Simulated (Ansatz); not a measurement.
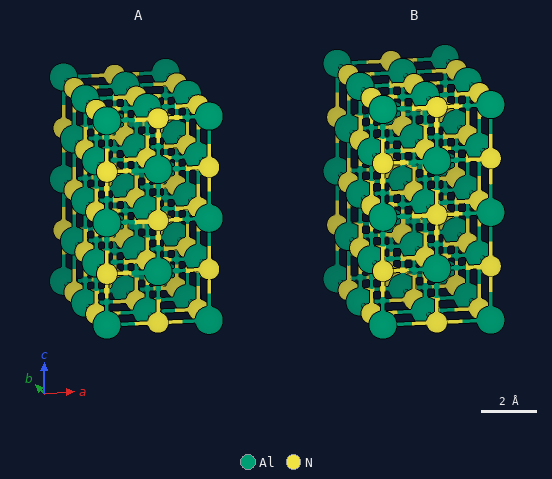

Two geometries of solid AlN (built on the rocksalt type), drawn at one scale. One is the start of a relaxation, the other its converged end. The picture is a ball-and-stick view of the conventional cell (4 times the calculation's cell), repeated 1 × 2 × 2 with one cell outlined, seen slightly off an axis. Lengths and directions refer to the drawn axes.

The calculation used DFT, PBEsol, plane waves, PAW in Ansatz 0.2.0. Set-up: plane-wave cutoff 420 eV; k-point mesh 10 × 10 × 10; occupations fermi dirac; smearing width 0.03 eV; no spin polarisation; cell and atoms relaxed; force threshold 0.01 eV/Å; at most 120 steps.

> Which geometry has the lower energy?

Structure B is the relaxed one. After 6 accepted moves (8 points after the start) the energy has fallen by 0.392 eV per cell of the calculation. All forces vanish by symmetry, so only the cell relaxes. Pressure: 58.16 GPa at the start and 0.01 GPa at the end. At 2 points the geometry stayed and the basis and grid were re-selected for the new cell (energy shift of 22.5 meV per cell of the calculation at most each time). No atom moves by more than 0.005 Å relative to the cell. The volume changes by +17.5 %, with a = b = c 3.833 → 4.045 Å (+5.5 %). Among the contacts that change: Al–N 1.917 → 2.023 Å. The space group stays Fm-3m (No. 225).
